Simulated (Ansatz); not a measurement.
**C (slab): density, localisation and related maps**

```
CELL_PARAMETERS angstrom
2.52541 0.00000 0.00000
0.00000 2.52541 0.00000
0.00000 0.00000 25.71443
ATOMIC_POSITIONS crystal
C 0.00000 0.00000 0.29476
C 0.50000 0.00000 0.32535
C 0.50000 0.50000 0.36141
C 0.00000 0.50000 0.39571
C 0.00000 0.00000 0.43057
C 0.50000 0.00000 0.46526
C 0.50000 0.50000 0.50000
C 0.00000 0.50000 0.53474
C 0.00000 0.00000 0.56943
C 0.50000 0.00000 0.60429
C 0.50000 0.50000 0.63859
C 0.00000 0.50000 0.67465
C 0.00000 0.00000 0.70524
```

The calculation used DFT PBE, scalar-relativistic, plane waves, PAW in Ansatz 0.2.0.

In a PAW calculation such maps are meaningful between the atoms, not at the nuclei.

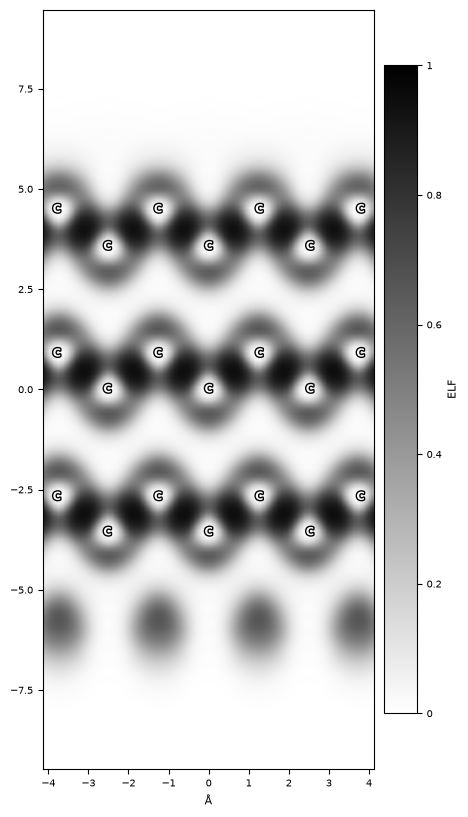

Figure 1. Electron localisation function on the (010) plane of the calculation cell, a cut from vacuum to vacuum.

Question: Describe what can be read from this map.

Answer: The plane passes through C nuclei.
C–C (1.54 Å): the ELF peaks at about 0.95 between the atoms.

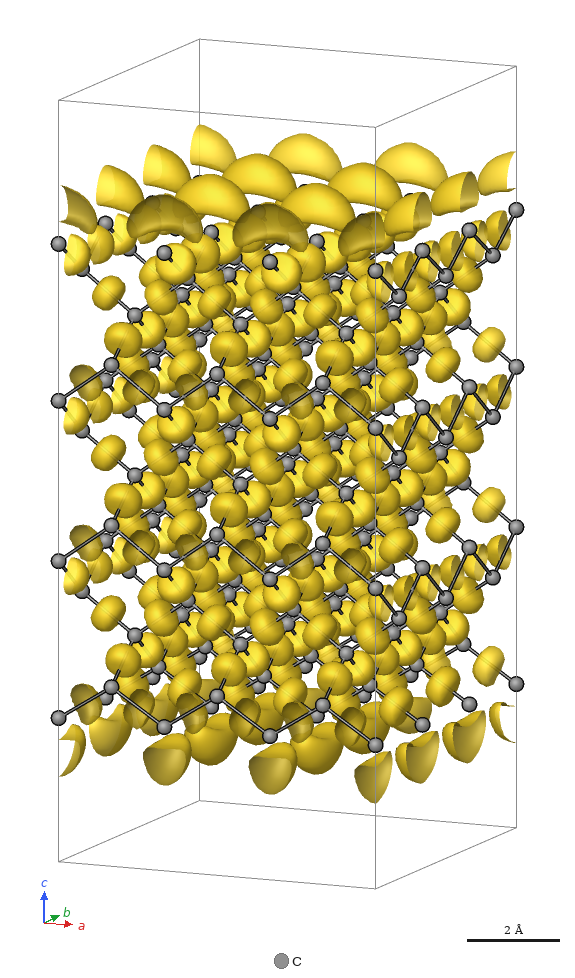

Figure 2. Isosurface of the ELF at 0.8 (yellow), seen slightly off an axis. Core shells and regions of very low density are left out. Sticks mark near contacts.

Question: What do the ELF domains correspond to?

Answer: The surface consists of 24 regions between bonded C–C atoms and two lobes on C, pointing away from the bonds (lone pairs), counted in one cell of 13 atoms. Counts are for one cell; the picture repeats the cell along the surface.


C–C (1.49 Å): the ELF peaks at about 0.95 between the atoms.

Question: Does the calculation make it a metal, or give it a gap?

Answer: It is metallic or semimetallic at this level of theory: no gap opens.
